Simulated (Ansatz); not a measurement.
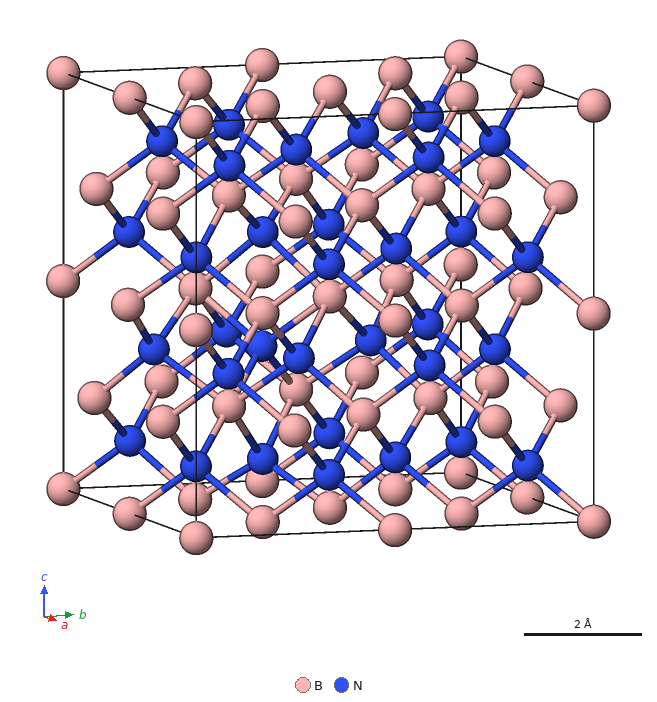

**Figure 1.** The structure as given in the input (ball-and-stick view of the cell of the calculation, seen slightly off an axis). Near neighbours in the crystal (not all of them lie inside the picture): B has 4 N at 1.51 to 1.57 Å; B has 5 N at 1.56 to 1.67 Å; N has 4 B at 1.51 to 1.67 Å.

## Run report: B32N33, single-point calculation (part 1 of 2)

System: B32N33 (defect cell, 65 atoms in the cell).
Method: DFT, HSE06, PAW, plane waves (Ansatz 0.2.0).

## The program's output
```
Pseudopotentials: kind: paw
Functional definition: HSE06
  parameter a = 0.25
  parameter omega = 0.11/bohr
  exchange = pbe_x - a*pbe_x_sr(omega) + a*exact_x_sr(omega)
  correlation = pbe_c
Crystal: 65 atoms, lattice volume = 375.054 Å³
Basis set: ecut = 420 eV, 7249 PW (Γ), exchange–correlation on 100×100×100 points (8 copies of the dense FFT grid, shifted against one another)
Bands: 197, of which v1, the nominal top of the filled ones, is band 131 counted from 1 (130 counted from 0)
Symmetry: 1 space group operations
k-points: 1
Non-local potential: B, projectors of the file, l = 0: 2, l = 1: 2, l = 2: 1
Non-local potential: N, projectors of the file, l = 0: 2, l = 1: 2, l = 2: 1
PAW form: soft (Blöchl's): semilocal exchange-correlation on the pseudo side does not see the compensation charge
PAW frozen core: B, regenerated for the run's functional, and the local potential with it (the file was generated under x = pbe(κ = 0.804, μ = 0.2195149727645171), c = pbe(β = 0.06672455060314922))
PAW frozen core: N, regenerated for the run's functional, and the local potential with it (the file was generated under x = pbe(κ = 0.804, μ = 0.2195149727645171), c = pbe(β = 0.06672455060314922))
PAW one-centre angular grid: B, 110 points (default); XC on 64 Gauss nodes
PAW one-centre angular grid: N, 110 points (default); XC on 64 Gauss nodes
Initial density: superposition of atomic densities (chi_scale 0.1, normalization cell, long waves kept (reshape's long-wave potential 0.12 eV rms))
Starting moments: Σ|m| = 1.001 μB on 11 of 65 sites
Initial wavefunctions: pseudopotential atomic-orbital guess
Functional: x = pbe(κ = 0.804, μ = 0.2195149727645171), c = pbe(β = 0.06672455060314922), warm-up for x = pbe(κ = 0.804, μ = 0.2195149727645171) + 0.25 (exact − pbe) at short range (hse, ω = 0.20786987370883472 Å⁻¹), c = pbe(β = 0.06672455060314922); HSE06 as pw.x's `hse` composes it (authors' and Libxc's form: `xc: wpbeh`)
iter 1 solved again at ethr=2.56e-2 eV; its pass at ethr=1.00e-1 eV (dr2=6.68e1 eV) is discarded
SCF iter   1: F=—  HF=-17742.134818 eV  |F-HF|=—  |Δ(HF+E_count)|=         —  Δρ=7.96e-2 (↑7.96e-2 ↓7.39e-2)  dr2=6.68e1  dr2_m=1.39e0  M=2.952 μB ∫|m|=2.954 μB  β_m=0.30  ethr=2.56e-2  ⟨swp⟩=2.0  Hψ=2215  notcnv=0
preconditioner: auto → none  [insulator: Δε(μ)=0.078 eV  Ē_g=18.122 eV  σ=0.010 eV  W_gap=0.96  n_scr=92 (ndim 8)  ℏωp=31.0 eV  f_vac=0.000  D(μ)=4.69/eV (n_scr^D=18)]
SCF iter   2: F=—  HF=-17724.171830 eV  |F-HF|=—  |Δ(HF+E_count)|=    1.80e1  Δρ=4.31e-2 (↑4.31e-2 ↓3.86e-2)  dr2=1.52e1  dr2_m=6.54e-1  M=3.000 μB ∫|m|=3.006 μB  β_m=0.30  ethr=2.56e-2  ⟨swp⟩=3.0  Hψ=790  notcnv=0
SCF iter   3: F=—  HF=-17721.060225 eV  |F-HF|=—  |Δ(HF+E_count)|=    3.11e0  Δρ=2.26e-2 (↑2.11e-2 ↓2.26e-2)  dr2=2.89e0  dr2_m=3.76e-1  M=3.000 μB ∫|m|=3.018 μB  β_m=0.30  ethr=5.81e-3  ⟨swp⟩=5.0  Hψ=994  notcnv=0  defer=2
iter 4 solved again at ethr=9.64e-5 eV; its pass at ethr=1.11e-3 eV (dr2=2.51e-1 eV) is discarded
SCF iter   4: F=—  HF=-17720.627957 eV  |F-HF|=—  |Δ(HF+E_count)|=   4.32e-1  Δρ=1.04e-2 (↑1.04e-2 ↓8.83e-3)  dr2=2.60e-1  dr2_m=2.12e-1  M=3.000 μB ∫|m|=3.031 μB  β_m=0.30  ethr=9.64e-5  ⟨swp⟩=5.0  Hψ=1750  notcnv=0
SCF iter   5: F=—  HF=-17720.689564 eV  |F-HF|=—  |Δ(HF+E_count)|=   6.16e-2  Δρ=6.28e-3 (↑6.27e-3 ↓6.28e-3)  dr2=3.11e-2  dr2_m=1.24e-1  M=3.000 μB ∫|m|=3.047 μB  β_m=0.30  ethr=9.64e-5  ⟨swp⟩=4.0  Hψ=891  notcnv=0
SCF iter   6: F=—  HF=-17720.719070 eV  |F-HF|=—  |Δ(HF+E_count)|=   2.95e-2  Δρ=4.81e-3 (↑4.61e-3 ↓4.81e-3)  dr2=1.27e-2  dr2_m=7.00e-2  M=3.000 μB ∫|m|=3.064 μB  β_m=0.30  ethr=1.19e-5  ⟨swp⟩=6.0  Hψ=1224  notcnv=0
SCF iter   7: F=—  HF=-17720.735677 eV  |F-HF|=—  |Δ(HF+E_count)|=   1.66e-2  Δρ=3.48e-3 (↑3.48e-3 ↓3.42e-3)  dr2=2.12e-4  dr2_m=4.08e-2  M=3.000 μB ∫|m|=3.080 μB  β_m=0.30  ethr=4.88e-6  ⟨swp⟩=4.0  Hψ=943  notcnv=0
Mixer restart at iter 7: flushing history
spin-set hold released at iteration 7 (site moments contracting): the magnetisation degrees of freedom join the quasi-Newton model from the next iteration; the mixer history was flushed
SCF iter   8: F=—  HF=-17720.746260 eV  |F-HF|=—  |Δ(HF+E_count)|=   1.06e-2  Δρ=2.63e-3 (↑2.63e-3 ↓2.61e-3)  dr2=1.01e-4  dr2_m=2.36e-2  M=3.000 μB ∫|m|=3.091 μB  β_m=0.65  ethr=8.12e-8  ⟨swp⟩=4.5  Hψ=1015  notcnv=0
SCF iter   9: F=—  HF=-17720.761162 eV  |F-HF|=—  |Δ(HF+E_count)|=   1.49e-2  Δρ=3.44e-4 (↑3.31e-4 ↓3.44e-4)  dr2=1.55e-3  dr2_m=6.52e-5  M=3.000 μB ∫|m|=3.137 μB  β_m=0.51  ethr=3.87e-8  ⟨swp⟩=5.0  Hψ=1450  notcnv=0
SCF iter  10: F=-17720.760754 eV  HF=-17720.760785 eV  |F-HF|=3.08e-5  |Δ(HF+E_count)|=   3.77e-4  Δρ=1.08e-4 (↑1.07e-4 ↓1.08e-4)  dr2=7.37e-5  dr2_m=3.10e-5  M=3.000 μB ∫|m|=3.137 μB  ethr=3.87e-8  ⟨swp⟩=4.5  Hψ=1060  notcnv=0
SCF 1 stopped early in 10 iterations: F = -17720.760754 eV  dr2 = 7.37e-5
  greatest PAW one-centre occupation: 0.882 electrons in one spin orbital (limit 2), on the N atom at site 64 (counted from 0), in its partial waves of l = 0
Initial density: handed on by an earlier stage of this run
Starting moments: Σ|m| = 1.001 μB on 11 of 65 sites; this step starts from the density that it was given
Initial wavefunctions: those handed on with the density
Functional: x = pbe(κ = 0.804, μ = 0.2195149727645171) + 0.25 (exact − pbe) at short range (hse, ω = 0.20786987370883472 Å⁻¹), c = pbe(β = 0.06672455060314922); HSE06 as pw.x's `hse` composes it (authors' and Libxc's form: `xc: wpbeh`)
Exchange kernel: α = 0.2500, screened, ω = 0.2079 Å⁻¹, Wigner–Seitz truncation, v(0) = 710.6192 eV·Å³, q-mesh 1×1×1, nearest image of the exchange supercell L = 7.21 Å, pair-density grid 36×36×36, without the augmentation charges, whose exchange is taken in its separable form (sized by the pseudopotential files, 50×50×50 at the most)
Frozen-core exchange: fock
SCF iter   1: F=—  HF=-17725.825728 eV  |F-HF|=—  |Δ(HF+E_count)|=         —  Δρ=5.10e-3 (↑4.66e-3 ↓5.10e-3)  dr2=1.68e-1  dr2_m=9.40e-3  M=3.000 μB ∫|m|=3.234 μB  β_m=0.30  ethr=2.82e-7  ⟨swp⟩=10.0  Hψ=2450  notcnv=0
preconditioner: auto → none  [insulator: Δε(μ)=2.562 eV  Ē_g=20.103 eV  σ=0.010 eV  W_gap=1.00  n_scr=92 (ndim 8)  ℏωp=31.0 eV  f_vac=0.000  D(μ)=0.00/eV (n_scr^D=0)]
SCF iter   2: F=—  HF=-17725.868347 eV  |F-HF|=—  |Δ(HF+E_count)|=   4.26e-2  Δρ=3.74e-3 (↑3.66e-3 ↓3.74e-3)  dr2=7.48e-2  dr2_m=8.14e-3  M=3.000 μB ∫|m|=3.259 μB  β_m=0.52  ethr=2.82e-7  ⟨swp⟩=5.0  Hψ=1516  notcnv=0
SCF iter   3: F=—  HF=-17725.838036 eV  |F-HF|=—  |Δ(HF+E_count)|=   3.03e-2  Δρ=1.03e-3 (↑8.97e-4 ↓1.03e-3)  dr2=5.62e-3  dr2_m=1.12e-3  M=3.000 μB ∫|m|=3.286 μB  β_m=0.53  ethr=2.82e-7  ⟨swp⟩=5.0  Hψ=1501  notcnv=0
SCF iter   4: F=—  HF=-17725.836512 eV  |F-HF|=—  |Δ(HF+E_count)|=   1.52e-3  Δρ=3.60e-4 (↑3.00e-4 ↓3.60e-4)  dr2=5.59e-4  dr2_m=2.21e-4  M=3.000 μB ∫|m|=3.291 μB  β_m=0.58  ethr=2.82e-7  ⟨swp⟩=4.5  Hψ=1198  notcnv=0
SCF iter   5: F=—  HF=-17725.836507 eV  |F-HF|=—  |Δ(HF+E_count)|=   5.20e-6  Δρ=1.69e-4 (↑1.69e-4 ↓1.46e-4)  dr2=1.99e-4  dr2_m=5.33e-5  M=3.000 μB ∫|m|=3.295 μB  β_m=0.55  ethr=2.08e-7  ⟨swp⟩=4.0  Hψ=914  notcnv=0
SCF iter   6: F=-17725.836449 eV  HF=-17725.836452 eV  |F-HF|=3.54e-6  |Δ(HF+E_count)|=   5.45e-5  Δρ=8.69e-5 (↑8.69e-5 ↓6.51e-5)  dr2=1.41e-5  dr2_m=1.68e-5  M=3.000 μB ∫|m|=3.297 μB  ethr=7.36e-8  ⟨swp⟩=4.0  Hψ=712  notcnv=0
SCF 2 stopped early in 6 iterations: F = -17725.836449 eV  dr2 = 1.41e-5
  Residual-converged pass: ⟨swp⟩=4.0  Hψ=942  notcnv=0  max |occ|·‖R‖ = 6.6e-6 eV (tolerance 6.7e-6 eV)  dr2=1.38e-5  dr2_m=1.70e-5  dr2_onsite=3.47e-6  max |Δocc| = 0.0e0
  greatest PAW one-centre occupation: 0.890 electrons in one spin orbital (limit 2), on the N atom at site 64 (counted from 0), in its partial waves of l = 0
hybrid outer 1: dexx = +9.022e-2 eV, tail = 1.20e-4 eV
SCF iter   1: F=—  HF=-17725.835179 eV  |F-HF|=—  |Δ(HF+E_count)|=         —  Δρ=3.23e-5 (↑2.51e-5 ↓3.23e-5)  dr2=5.92e-6  dr2_m=1.52e-6  M=3.000 μB ∫|m|=3.299 μB  β_m=0.30  ethr=2.31e-7  ⟨swp⟩=6.0  Hψ=951  notcnv=0
preconditioner: auto → none  [insulator: Δε(μ)=2.715 eV  Ē_g=20.106 eV  σ=0.010 eV  W_gap=1.00  n_scr=92 (ndim 8)  ℏωp=31.0 eV  f_vac=0.000  D(μ)=0.00/eV (n_scr^D=0)]
SCF iter   2: F=—  HF=-17725.835181 eV  |F-HF|=—  |Δ(HF+E_count)|=   1.83e-6  Δρ=2.66e-5 (↑2.08e-5 ↓2.66e-5)  dr2=1.97e-6  dr2_m=1.34e-6  M=3.000 μB ∫|m|=3.299 μB  β_m=0.49  ethr=2.14e-9  ⟨swp⟩=4.0  Hψ=861  notcnv=0
SCF iter   3: F=—  HF=-17725.835182 eV  |F-HF|=—  |Δ(HF+E_count)|=   8.34e-7  Δρ=1.45e-5 (↑1.45e-5 ↓1.00e-5)  dr2=6.75e-7  dr2_m=3.26e-7  M=3.000 μB ∫|m|=3.300 μB  β_m=0.53  ethr=7.48e-10  ⟨swp⟩=4.0  Hψ=949  notcnv=0
SCF iter   4: F=—  HF=-17725.835182 eV  |F-HF|=—  |Δ(HF+E_count)|=   1.67e-7  Δρ=6.82e-6 (↑6.82e-6 ↓6.26e-6)  dr2=5.30e-8  dr2_m=1.32e-7  M=3.000 μB ∫|m|=3.300 μB  β_m=0.65  ethr=2.46e-10  ⟨swp⟩=4.0  Hψ=770  notcnv=0
SCF iter   5: F=—  HF=-17725.835182 eV  |F-HF|=—  |Δ(HF+E_count)|=   1.40e-7  Δρ=4.17e-6 (↑3.09e-6 ↓4.17e-6)  dr2=1.61e-7  dr2_m=1.72e-8  M=3.000 μB ∫|m|=3.300 μB  β_m=0.53  ethr=1.96e-11  ⟨swp⟩=5.0  Hψ=1135  notcnv=0
SCF iter   6: F=—  HF=-17725.835182 eV  |F-HF|=—  |Δ(HF+E_count)|=   4.27e-8  Δρ=1.63e-6 (↑1.17e-6 ↓1.63e-6)  dr2=1.74e-8  dr2_m=1.54e-9  M=3.000 μB ∫|m|=3.301 μB  β_m=0.61  ethr=1.96e-11  ⟨swp⟩=4.0  Hψ=871  notcnv=0
SCF iter   7: F=—  HF=-17725.835182 eV  |F-HF|=—  |Δ(HF+E_count)|=   5.14e-9  Δρ=4.09e-7 (↑4.09e-7 ↓3.56e-7)  dr2=1.10e-9  dr2_m=2.27e-10  M=3.000 μB ∫|m|=3.301 μB  β_m=0.66  ethr=6.56e-12  ⟨swp⟩=4.0  Hψ=909  notcnv=0
SCF iter   8: F=-17725.835182 eV  HF=-17725.835182 eV  |F-HF|=5.35e-10  |Δ(HF+E_count)|=  9.09e-11  Δρ=2.27e-7 (↑2.27e-7 ↓1.97e-7)  dr2=6.22e-10  dr2_m=2.90e-11  M=3.000 μB ∫|m|=3.301 μB  ethr=1.84e-12 (applied; sched 1.00e-12)  ⟨swp⟩=3.0  Hψ=659  notcnv=0
SCF 3 converged in 8 iterations: F = -17725.835182 eV  dr2 = 6.22e-10
  Residual-converged pass: ⟨swp⟩=3.0  Hψ=739  notcnv=0  max |occ|·‖R‖ = 2.3e-7 eV (tolerance 2.7e-7 eV)  dr2=6.70e-10  dr2_m=3.07e-11  dr2_onsite=3.09e-11  max |Δocc| = 0.0e0
```

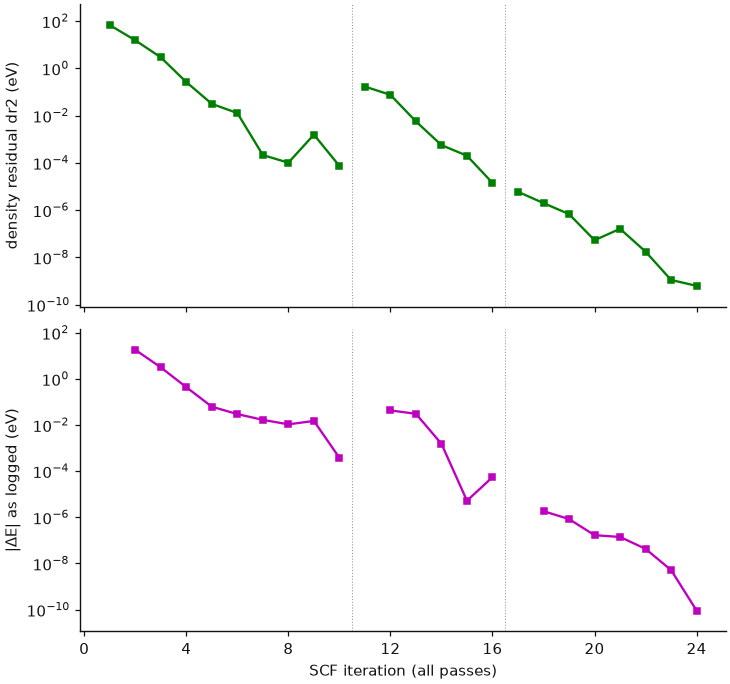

**Figure 2.** Convergence of the self-consistent field: density residual dr2 and size of the energy change against the SCF iteration. The run starts with a semilocal functional; after that each stretch between dotted lines is one SCF of the hybrid functional between two exact rebuilds of the exchange operator by the outer loop. Early passes are stopped at a loose threshold. The passes take 10, 6 and 8 iterations.

```
hybrid outer 2: dexx = +3.565e-6 eV, tail = 8.79e-9 eV, Δε = 3.17e-3 eV (about 3.48e-5 eV left of the loop's levels), ΔF = 1.65e-3 eV/Å (tail 9.56e-5)
NSCF: frozen V_eff on 1 k-points
this state was not tested for a lower state beside it, because the functional holds exact exchange (a hybrid, or Hartree-Fock), whose exchange loop this test does not read (fock_operator); the stability check (scf.self_checks: high) cannot read this state: a pseudopotential is PAW: the check reads norm-conserving sets alone
hybrid SCF converged: 2 outer / 14 inner (+10 warm-up), last move |dexx| = 3.57e-6 eV, tail = 8.79e-9 eV
Magnetization: 3.0000 μB (132.0000 up, 129.0000 down)
Absolute magnetization: 3.3036 μB (∫|ρ↑−ρ↓|, with the PAW one-centre terms)
Spin contamination: 0.0158 ħ² per cell (⟨S²⟩ above its minimum at these occupations)
Per-site moments (μB) at R_I (Å): [(-0.00030456268584203304, 0.6420666930022371), (0.0003154373911275094, 0.6382885665638585), (0.00030217365840791704, 0.6382071853125192), (0.001977673614876, 0.6208893392914654), (0.00030305852270665, 0.6382588713405309), (0.001983820991734478, 0.6209034014607039), (0.001958507858830626, 0.6209779618621135), (-0.007431790070091297, 0.6449058595520861), (0.0010002
Free energy (F): -17725.835182 eV
Harris-Foulkes:  -17725.835182 eV  (|F-HF|=5.35e-10)
Internal energy: -17725.835182 eV  (E = F + TS)
E sigma→0 (E₀):  -17725.835182 eV
Fermi energy:    13.054214 eV
--- Per-component energies (eV) ---
  E_band       = 526.146517
  E_kinetic    = 6118.719582
  E_local      = -5680.961795  (includes V_loc(G=0)·N_el)
  E_nonlocal   = 1834.177468
  E_hartree    = 1609.717239
  E_xc         = -2479.235591
  E_vxc        = -3055.018401  (∫ρ·V_xc dr)
  E_exx        = -641.710400  (= α·E_x^exact, valence–valence)
  E_paw        = -6680.937060  (= ΣΔE_a)
  E_vpaw       = -626.786557  (= ΣTr[D̂ρ^β])
  E_aug_tail   = 0.003323  (compensation charges beyond the density's cutoff)
  E_ewald      = -11804.475301
  E_core_change = -1.132648  (= ΣΔE_core)
  E_smearing   = -0.000000  (= −TS)
  E_closure    = 0.000002  (closes the sum)
  Σ components = -17725.835182   (vs F -17725.835182, Δ=0.00e0)
--- Forces (eV/Å), atoms counted from 1 ---
  atom   1  B      0.00041857     0.00734164     0.01329769
  atom   2  B      0.00010165     0.00899971    -0.00268198
  atom   3  B     -0.00118598     0.01089696    -0.00455377
  atom   4  B     -0.01721688     0.02081969     0.02808599
  atom   5  B      0.00034883     0.00617736    -0.00429450
  atom   6  B      0.01179736    -0.01311668     0.02818579
  atom   7  B      0.01069117     0.01706853    -0.00594278
  atom   8  B      0.20860411     0.19690140     0.19594556
  atom   9  B      0.00697793     0.01405288    -0.01368448
  atom  10  B     -0.22742504    -0.21920048     0.26697448
  atom  11  B      0.00638380     0.01793396     0.00161211
  atom  12  B     -0.00023868     0.03430367     0.01786004
  atom  13  B      0.00917030     0.01698732     0.00351650
  atom  14  B      0.02911178     0.00489795     0.02056976
  atom  15  B      0.00631953     0.01191832     0.00728753
  atom  16  B     -0.00264764     0.00736162    -0.00076789
  atom  17  B     -0.00272037    -0.00662283     0.01204528
  atom  18  B      0.01747832     0.00415687     0.01268062
  atom  19  B     -0.23358095     0.27140956    -0.22114225
  atom  20  B     -0.00553068     0.01813714     0.02849158
  atom  21  B      0.01986518     0.00376535     0.01706419
  atom  22  B     -0.00469716     0.00985934     0.00793053
  atom  23  B      0.01514987     0.01845151     0.00863198
  atom  24  B      0.00918280     0.00075235     0.00442160
  atom  25  B     -0.01632218     0.00982227     0.01399765
  atom  26  B     -0.00196077     0.02701091     0.01224558
  atom  27  B     -0.00282769     0.02712708     0.01403317
  atom  28  B      0.00216946     0.00317103     0.01030910
  atom  29  B      0.24691056    -0.22529259    -0.23072064
  atom  30  B      0.01408464    -0.00291182     0.03132694
  atom  31  B      0.00998381     0.02430935     0.00929118
  atom  32  B     -0.00624647     0.01742121     0.00473184
  atom  33  N      0.00029291    -0.00741664     0.00547192
  atom  34  N      0.04833946     0.04180455    -0.07570653
  atom  35  N      0.05538684    -0.07109940     0.03465720
  atom  36  N      0.00022018    -0.02383785    -0.01052180
  atom  37  N     -0.05814328     0.04888469     0.03534432
  atom  38  N     -0.01235693    -0.00675515    -0.00572080
  atom  39  N     -0.01798731    -0.02446863     0.00795475
  atom  40  N     -0.03634672    -0.03574660    -0.04952588
  atom  41  N     -0.00809904    -0.02752919     0.32321671
  atom  42  N     -0.00929725    -0.01052132    -0.31371172
  atom  43  N     -0.01322756    -0.01370210    -0.00458675
  atom  44  N      0.00625585    -0.01050604    -0.00623757
  atom  45  N     -0.00900991    -0.02412108    -0.00429991
  atom  46  N     -0.00000108    -0.00409172    -0.00655330
  atom  47  N      0.00389215    -0.00541479     0.01304517
```
